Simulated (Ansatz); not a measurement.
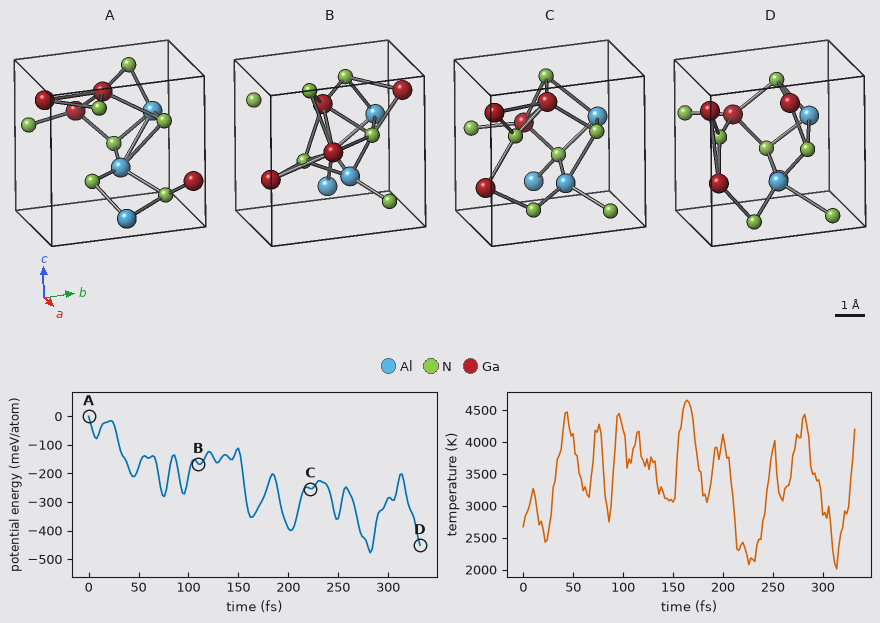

A Born-Oppenheimer molecular dynamics run of an amorphous cell of composition Al$_{3}$Ga$_{4}$N$_{7}$ (14 atoms in the cell), 332 fs long. It starts from the last geometry of an earlier run, with fresh velocities. Frames (A at 0 fs, B at 110 fs, C at 222 fs, D at 332 fs) and the history of the run. A ball-and-stick model of the simulation cell, seen slightly off an axis. Atoms that leave the cell re-enter on the other side. Bonds to atoms that aren't drawn are left out.

Computed with Ansatz, DFT PBE, scalar-relativistic, plane waves, PAW. Settings: plane-wave cutoff 420 eV; k-point mesh 1 × 1 × 1; Fermi-Dirac smearing 0.248 eV; set temperature 2880 K; time step 2 fs.

> Describe the run.

Root-mean-square distances from the starting positions over the second half, with the common drift of all atoms taken out: N 1.07 Å, Ga 0.97 Å, Al 0.60 Å. Against the typical shortest distance between atoms in the first frame, about 1.8 Å these are large excursions, but over 332 fs one can't yet tell strong vibration from the start of diffusion. 3 of the 14 free atoms end more than three quarters of that spacing from the start. Over the second half the temperature averages 3270 K (spread ±677 K). The potential energy in the second half lies on average 310 meV per atom below the first frame. The mean pressure there is 17.2 GPa.

Limits of the set-up: the periodic images lie only 5.4 Å apart, so the values are limited by the cell's size.
